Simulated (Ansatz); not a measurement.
Structure data:

```
CELL_PARAMETERS angstrom
3.19261 0.00000 0.00000
-1.59630 2.76488 0.00000
0.00000 0.00000 23.11958
ATOMIC_POSITIONS crystal
Hf 0.66667 0.33333 0.11218
Hf 0.00000 0.00000 0.22115
Hf 0.66667 0.33333 0.33333
N 0.33333 0.66667 0.27765
N 0.33333 0.66667 0.05568
Hf 0.33333 0.66667 0.44551
Hf 0.66667 0.33333 0.55449
Hf 0.33333 0.66667 0.66667
N 0.00000 0.00000 0.61098
N 0.00000 0.00000 0.38902
Hf 0.00000 0.00000 0.77885
Hf 0.33333 0.66667 0.88782
Hf 0.00000 0.00000 0.00000
N 0.66667 0.33333 0.94432
N 0.66667 0.33333 0.72235
```

Question: Before looking at a picture, describe the arrangement of atoms.

Answer: It has the composition Hf3N2. The atoms follow space group R-3m (No. 166); the Bravais lattice is rhombohedral (trigonal R). One cell contains 9 Hf, 6 N, 15 atoms in all.

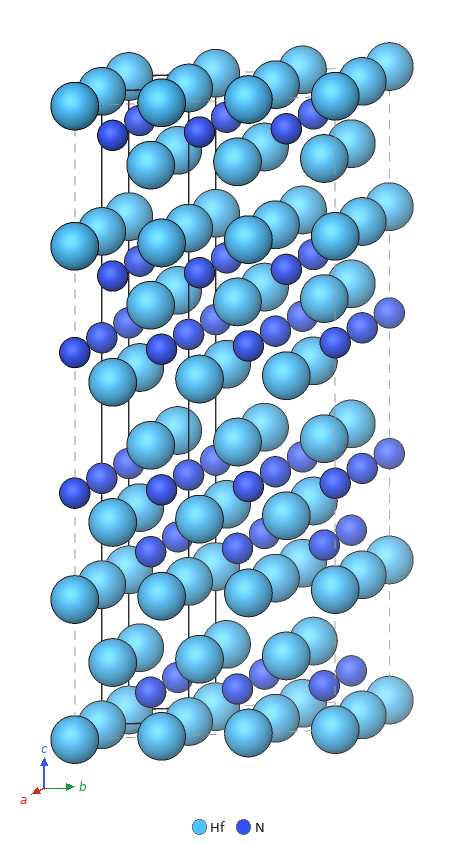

Structure drawing (spheres-only), viewed slightly off an axis. A block of 2×3×1 cells is shown, with one conventional unit cell in solid outline.

Origin of the cell: a structure listed in the Materials Project. This is the structure after a relaxation with DFT PBEsol, scalar-relativistic, plane waves, PAW in Ansatz.
